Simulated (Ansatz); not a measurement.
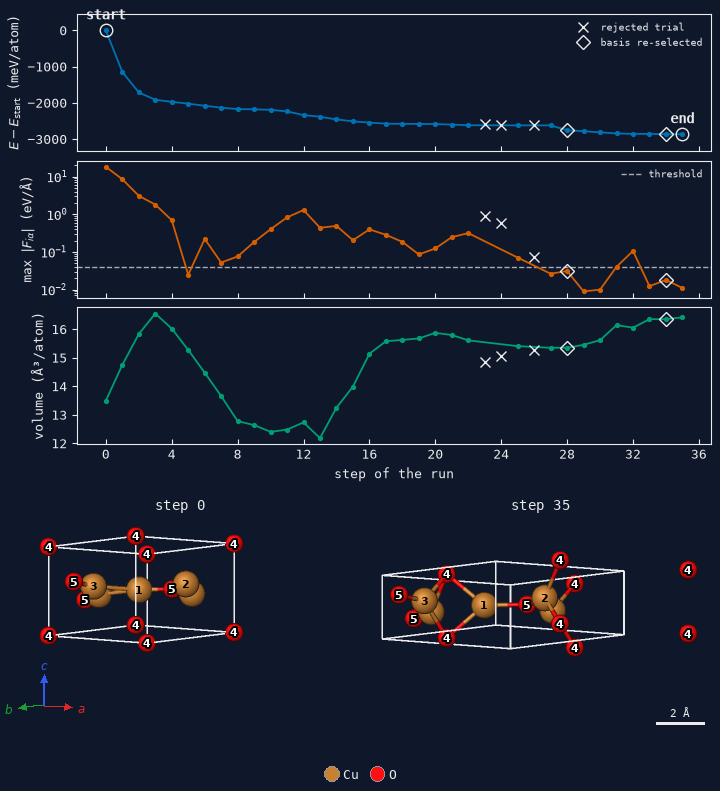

First and last geometry of a relaxation of a crystal of Cu3O2 (a generated structure, set up in P-6m2) (coarse preliminary run), with the history of the run. The picture is a ball-and-stick view of the cell of the calculation, seen from a free direction.

All numbers below come from DFT PBE, scalar-relativistic, plane waves, PAW in Ansatz. (plane-wave cutoff 420 eV; k-point mesh 6 × 6 × 4; occupations gaussian; smearing width 0.1 eV; collinear spin; cell and atoms relaxed; force threshold 0.04 eV/Å; at most 70 steps)

**Did the run converge, and what did it change?**

The run was cut off at its time limit before the relaxation converged, so the last structure is only a point on the way. The largest move relative to the cell is that of O4, 2.72 Å along [1 −1 0]. By element the largest moves are O 2.72 Å, Cu 0.69 Å. The volume changes by +21.6 %, with a = b 4.533 → 5.902 Å (+30.2 %), c 3.794 → 2.719 Å (−28.3 %). Some distances before and after: Cu1–O4 4.275 → 2.095 Å, Cu2–O4 2.957 → 2.094 Å, Cu2–Cu3 2.430 → 3.147 Å, Cu1–Cu2 2.430 → 3.143 Å. New bonds form: Cu1–O4 (4.27 → 2.09 Å), Cu2–O4 (2.96 → 2.09 Å), Cu3–O4 (2.96 → 2.09 Å). Bonds break: Cu1–Cu2 (2.10 → 2.76 Å), Cu1–Cu3 (2.10 → 2.76 Å), Cu2–Cu3 (2.10 → 2.76 Å). The space group (tolerance 0.01 Å) goes from P-6m2 (No. 187) to Amm2 (No. 38). After 30 accepted moves (35 points after the start) the energy has fallen by 2864 meV per atom. Largest force component: 18 eV/Å at the start, 0.011 eV/Å at the end. The pressure goes from 89.25 to 0.06 GPa. The line search rejected the trial steps at points 23, 24, 26 of the run. At 2 points the geometry stayed and the basis and grid were re-selected for the new cell (energy shift of 134 meV per atom at most each time). The program noted that the starting moments weren't kept. Cost: 33 min on 1 thread of Intel(R) Xeon(R) Processor @ 2.70GHz, on a shared host, peak memory 0.5 GiB.

```json
{"step": "0", "E − E(0), meV/atom": "0.00", "largest force component, eV/Å": "18.2086", "pressure, GPa": "89.25", "volume, Å³/atom": "13.501", "note": ""}
{"step": "1", "E − E(0), meV/atom": "-1144.80", "largest force component, eV/Å": "8.5021", "pressure, GPa": "46.13", "volume, Å³/atom": "14.752", "note": ""}
{"step": "2", "E − E(0), meV/atom": "-1711.32", "largest force component, eV/Å": "3.0915", "pressure, GPa": "20.00", "volume, Å³/atom": "15.836", "note": ""}
{"step": "3", "E − E(0), meV/atom": "-1912.27", "largest force component, eV/Å": "1.8055", "pressure, GPa": "3.23", "volume, Å³/atom": "16.553", "note": ""}
{"step": "4", "E − E(0), meV/atom": "-1968.29", "largest force component, eV/Å": "0.6952", "pressure, GPa": "-0.44", "volume, Å³/atom": "16.026", "note": ""}
{"step": "5", "E − E(0), meV/atom": "-2019.67", "largest force component, eV/Å": "0.0246", "pressure, GPa": "-2.28", "volume, Å³/atom": "15.276", "note": ""}
{"step": "6", "E − E(0), meV/atom": "-2076.90", "largest force component, eV/Å": "0.2205", "pressure, GPa": "-2.96", "volume, Å³/atom": "14.481", "note": ""}
{"step": "7", "E − E(0), meV/atom": "-2130.37", "largest force component, eV/Å": "0.0522", "pressure, GPa": "-2.55", "volume, Å³/atom": "13.661", "note": ""}
{"step": "8", "E − E(0), meV/atom": "-2168.77", "largest force component, eV/Å": "0.0755", "pressure, GPa": "-0.56", "volume, Å³/atom": "12.782", "note": ""}
{"step": "9", "E − E(0), meV/atom": "-2176.36", "largest force component, eV/Å": "0.1829", "pressure, GPa": "-0.71", "volume, Å³/atom": "12.644", "note": ""}
{"step": "10", "E − E(0), meV/atom": "-2189.92", "largest force component, eV/Å": "0.4001", "pressure, GPa": "0.31", "volume, Å³/atom": "12.408", "note": ""}
{"step": "11", "E − E(0), meV/atom": "-2233.89", "largest force component, eV/Å": "0.8238", "pressure, GPa": "0.45", "volume, Å³/atom": "12.485", "note": ""}
{"step": "13", "E − E(0), meV/atom": "-2380.97", "largest force component, eV/Å": "0.4365", "pressure, GPa": "8.12", "volume, Å³/atom": "12.188", "note": ""}
{"step": "14", "E − E(0), meV/atom": "-2454.86", "largest force component, eV/Å": "0.4904", "pressure, GPa": "1.48", "volume, Å³/atom": "13.255", "note": ""}
{"step": "15", "E − E(0), meV/atom": "-2506.41", "largest force component, eV/Å": "0.2041", "pressure, GPa": "4.76", "volume, Å³/atom": "13.994", "note": ""}
{"step": "17", "E − E(0), meV/atom": "-2571.24", "largest force component, eV/Å": "0.2843", "pressure, GPa": "-0.98", "volume, Å³/atom": "15.583", "note": ""}
{"step": "18", "E − E(0), meV/atom": "-2576.73", "largest force component, eV/Å": "0.1845", "pressure, GPa": "0.40", "volume, Å³/atom": "15.627", "note": ""}
{"step": "19", "E − E(0), meV/atom": "-2577.84", "largest force component, eV/Å": "0.0855", "pressure, GPa": "0.33", "volume, Å³/atom": "15.680", "note": ""}
{"step": "21", "E − E(0), meV/atom": "-2596.90", "largest force component, eV/Å": "0.2464", "pressure, GPa": "-1.41", "volume, Å³/atom": "15.799", "note": ""}
{"step": "22", "E − E(0), meV/atom": "-2615.03", "largest force component, eV/Å": "0.3154", "pressure, GPa": "-0.96", "volume, Å³/atom": "15.613", "note": ""}
{"step": "23", "E − E(0), meV/atom": "-2570.67", "largest force component, eV/Å": "0.8949", "pressure, GPa": "6.47", "volume, Å³/atom": "14.865", "note": "rejected"}
{"step": "24", "E − E(0), meV/atom": "-2609.06", "largest force component, eV/Å": "0.5814", "pressure, GPa": "3.79", "volume, Å³/atom": "15.058", "note": "rejected"}
{"step": "26", "E − E(0), meV/atom": "-2618.44", "largest force component, eV/Å": "0.0728", "pressure, GPa": "-0.41", "volume, Å³/atom": "15.271", "note": "rejected"}
{"step": "27", "E − E(0), meV/atom": "-2618.93", "largest force component, eV/Å": "0.0263", "pressure, GPa": "0.07", "volume, Å³/atom": "15.353", "note": ""}
{"step": "28", "E − E(0), meV/atom": "-2752.70", "largest force component, eV/Å": "0.0310", "pressure, GPa": "10.54", "volume, Å³/atom": "15.353", "note": "same geometry, new basis"}
{"step": "30", "E − E(0), meV/atom": "-2811.19", "largest force component, eV/Å": "0.0099", "pressure, GPa": "6.82", "volume, Å³/atom": "15.620", "note": ""}
{"step": "31", "E − E(0), meV/atom": "-2840.46", "largest force component, eV/Å": "0.0401", "pressure, GPa": "2.67", "volume, Å³/atom": "16.146", "note": ""}
{"step": "32", "E − E(0), meV/atom": "-2854.15", "largest force component, eV/Å": "0.1061", "pressure, GPa": "1.55", "volume, Å³/atom": "16.057", "note": ""}
{"step": "34", "E − E(0), meV/atom": "-2863.55", "largest force component, eV/Å": "0.0180", "pressure, GPa": "0.52", "volume, Å³/atom": "16.355", "note": "same geometry, new basis"}
{"step": "35", "E − E(0), meV/atom": "-2863.86", "largest force component, eV/Å": "0.0110", "pressure, GPa": "0.06", "volume, Å³/atom": "16.418", "note": ""}
```
